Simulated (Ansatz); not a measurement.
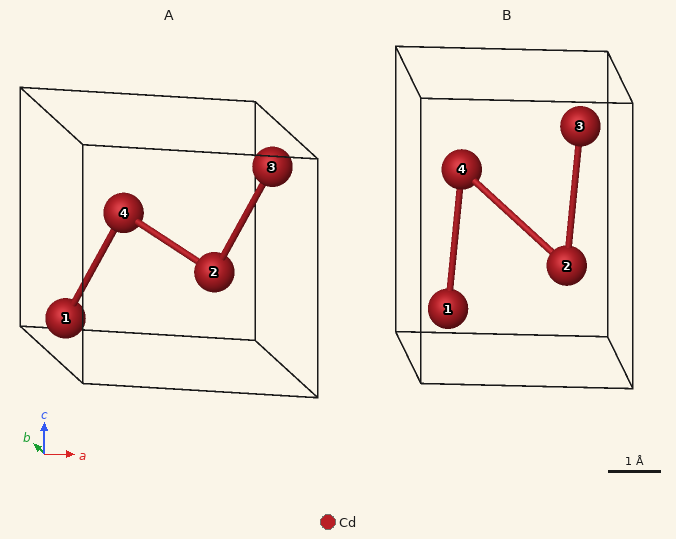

Two geometries of crystalline Cd (built on the alpha-gallium_64 type) (coarse preliminary run), drawn at one scale. One is the start of a relaxation, the other its converged end. The picture is a ball-and-stick view of the cell of the calculation, seen slightly off an axis.

These are results of Ansatz 0.2.0, DFT r2SCAN, scalar-relativistic, plane waves, PAW, not measurements. Set-up: plane-wave cutoff 500 eV; k-point mesh 4 × 4 × 4; occupations gaussian; smearing width 0.1 eV; no spin polarisation; cell and atoms relaxed; force threshold 0.04 eV/Å; at most 70 steps.

### Which geometry has the lower energy?

Structure B is the relaxed one. Case: alpha-gallium type (Cmce, No. 64). Over 12 accepted moves (15 points after the start) the energy falls by 220 meV per atom. The largest force component goes from 0.77 to 0.0017 eV/Å. The pressure goes from 9.01 to 0.01 GPa. The line search rejected the trial steps at points 11, 13 of the run. At 1 point the geometry stayed and the basis and grid were re-selected for the new cell (energy shift of 3.3 meV per atom at most each time). The largest moves relative to the cell, 0.51 Å, are those of Cd1, Cd2, Cd3 and Cd4. Cd1 goes along [3 −3 2]. The drawn cell changes as follows: a = b 4.676 → 4.116 Å (−12.0 %), c 4.758 → 5.684 Å (+19.5 %), γ 118.9° → 102.5°; the volume changes by +3.3 %. Near-neighbour distances that change, for instance: Cd1–Cd3 2.567 → 3.172 Å, Cd1–Cd2 2.883 → 2.946 Å, Cd1–Cd3 (another image) 2.944 → 2.961 Å, Cd1–Cd4 2.851 → 2.866 Å. The space group stays Cmce (No. 64). The run took of the order of 90 core-seconds on a shared host.
